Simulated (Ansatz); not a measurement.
Input

```
crystal:
  lattice:
    - [1.853, -7.3675, 0.0]
    - [1.853, 7.3675, 0.0]
    - [0.0, 0.0, 3.672]
  atoms:
    - { symbol: Zr, position: [0.8946, 0.1054, 0.25] }
    - { symbol: Zr, position: [0.1054, 0.8946, 0.75] }
    - { symbol: Si, position: [0.5522, 0.4478, 0.25] }
    - { symbol: Si, position: [0.4478, 0.5522, 0.75] }
    - { symbol: Si, position: [0.2496, 0.7504, 0.25] }
    - { symbol: Si, position: [0.7504, 0.2496, 0.75] }
basis:
  ecutwfc: 420
kpoints:
  mp_grid: { grid: [10, 10, 10] }
hamiltonian:
  xc: pbe
scf:
  occupations: { method: gaussian, width: 0.1 }
output:
  forces: true
  stress: true
  eigenvalues: true
  write_density: true
  write_potential: true
  elf: true
  volumetric_format: npy
relax:
  adjacent_minimum: "off"
  f_tol: 0.005
  max_steps: 80
  cell: { stress_tol: 0.05 }
```

Launched as:

```sh
ansatz run input.yaml --threads 2 --pin off --max-ram 5120MiB --backend cpu --events-out ev --progress --plain --runs-dir out
```

Below, planes, directions and counts refer to the conventional cell (a = 3.71 Å, b = 14.79 Å, c = 3.68 Å, α = 90.00°, β = 90.00°, γ = 90.00°).

The fields are those of the run's last geometry, not of the input's.

Space group Cmcm.

The calculation used Ansatz 0.2.0, DFT PBE, scalar-relativistic, plane waves, PAW.

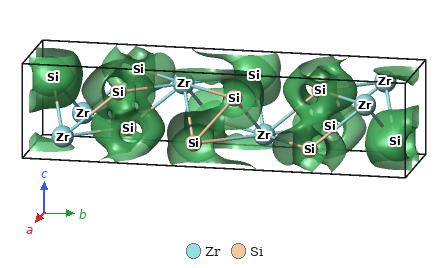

ZrSi₂. Isosurface of the ELF at 0.65 (green), seen slightly off an axis. Core shells and regions of very low density are left out. Sticks mark near contacts.

Where are the electrons localised?

At this value the surface marks out channels that run through the cell in one direction and sheets that run through the cell in two directions, counted in one cell of 12 atoms. Regions shared between cells count once. Profiles from the grid: Si–Si (2.42 Å): the ELF peaks at about 0.75 between the atoms. Zr–Si (2.72 Å): the ELF peaks at about 0.80 in the valence shell of Si, 0.9 Å from its nucleus, and is about 0.35 at the midpoint.
